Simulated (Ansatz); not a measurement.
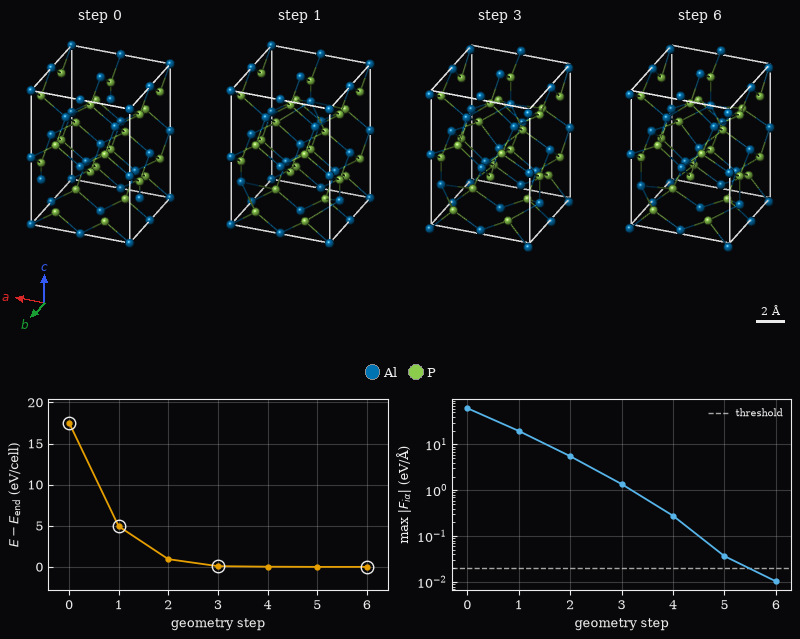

Frames of a relaxation of a defect cell of composition Al7P8 (cell charge −3) (started half-way along a vacancy jump, in the symmetry of that start), marked on the history of the run. A ball-and-stick model of the conventional cell (2 times the calculation's cell), seen from a free direction. Lengths and directions refer to the drawn axes.

Theory: Ansatz, DFT PBE, scalar-relativistic, plane waves, PAW.

The input:
```yaml
crystal:
  lattice:
    - [-5.5068011416, 5.5068011416, 0.0]
    - [-5.5068011416, 0.0, 5.5068011416]
    - [0.0, 5.5068011416, 5.5068011416]
  atoms:
    - { symbol: Al, position: [-0.25, 0.5, 0.0] }
    - { symbol: Al, position: [0.5, 0.0, 0.0] }
    - { symbol: Al, position: [0.5, 0.5, 0.5] }
    - { symbol: Al, position: [0.0, 0.0, 0.0] }
    - { symbol: Al, position: [0.0, 0.5, 0.5] }
    - { symbol: Al, position: [0.5, 0.0, 0.5] }
    - { symbol: Al, position: [0.0, 0.0, 0.5] }
    - { symbol: P, position: [0.625, 0.625, 0.125] }
    - { symbol: P, position: [0.125, 0.625, 0.125] }
    - { symbol: P, position: [0.625, 0.125, 0.125] }
    - { symbol: P, position: [0.625, 0.625, 0.625] }
    - { symbol: P, position: [0.125, 0.125, 0.125] }
    - { symbol: P, position: [0.125, 0.625, 0.625] }
    - { symbol: P, position: [0.625, 0.125, 0.625] }
    - { symbol: P, position: [0.125, 0.125, 0.625] }
total_charge: -3
basis:
  ecutwfc: 420
kpoints:
  mp_grid: { grid: [4, 4, 4] }
hamiltonian:
  xc: pbe
scf:
  occupations: { method: gaussian, width: 0.05 }
output:
  forces: true
  stress: true
  eigenvalues: true
  write_density: true
  write_potential: true
  elf: true
  volumetric_format: npy
relax:
  adjacent_minimum: "off"
  f_tol: 0.02
  max_steps: 60
  escape_saddle: false
```

Command:
```bash
ansatz run input.yaml --threads 4 --pin off --max-ram 9216MiB --backend cpu --events-out ev --progress --plain --runs-dir out
```

Describe the path.

Answer. The energy falls by 17.552 eV per cell of the calculation in 6 geometry steps. The largest force component goes from 62 to 0.01 eV/Å. Al1 moves most: 0.52 Å along −c. Largest moves by element: Al 0.52 Å, P 0.44 Å. The cell doesn't change. Near-neighbour distances that change, for instance: Al1–P8 1.377 → 2.341 Å, Al1–P10 3.078 → 2.654 Å, Al4–P15 2.385 → 2.518 Å, Al4–P9 2.385 → 2.282 Å. Among the angles between lasting bonds that change: P11–Al5–P13 109.5° → 91.1°, P9–Al5–P11 109.5° → 124.8°, Al4–P9–Al5 109.5° → 95.1°. The run took 110 s on 4 threads of Arm Neoverse N1, with other jobs on the host, peak memory 0.82 GiB. From step 0 to 1: Al1 moves most (0.19 Å), energy −12.616 eV per cell of the calculation. From step 1 to 3: P9 moves most (0.39 Å), energy −4.848 eV per cell of the calculation. From step 3 to 6: Al1 moves most (0.11 Å), energy −88.2 meV per cell of the calculation.

| step | E − E(0), meV/atom | largest force component, eV/Å |
| --- | --- | --- |
| 0 | 0.00 | 61.9232 |
| 1 | -841.04 | 19.7803 |
| 2 | -1107.46 | 5.5662 |
| 3 | -1164.25 | 1.3746 |
| 4 | -1168.59 | 0.2800 |
| 5 | -1170.10 | 0.0369 |
| 6 | -1170.14 | 0.0104 |

Limits of the set-up: the periodic images lie only 7.8 Å apart, so the values are limited by the cell's size; the cell is charged, on a uniform background, and energies carry no finite-size correction.
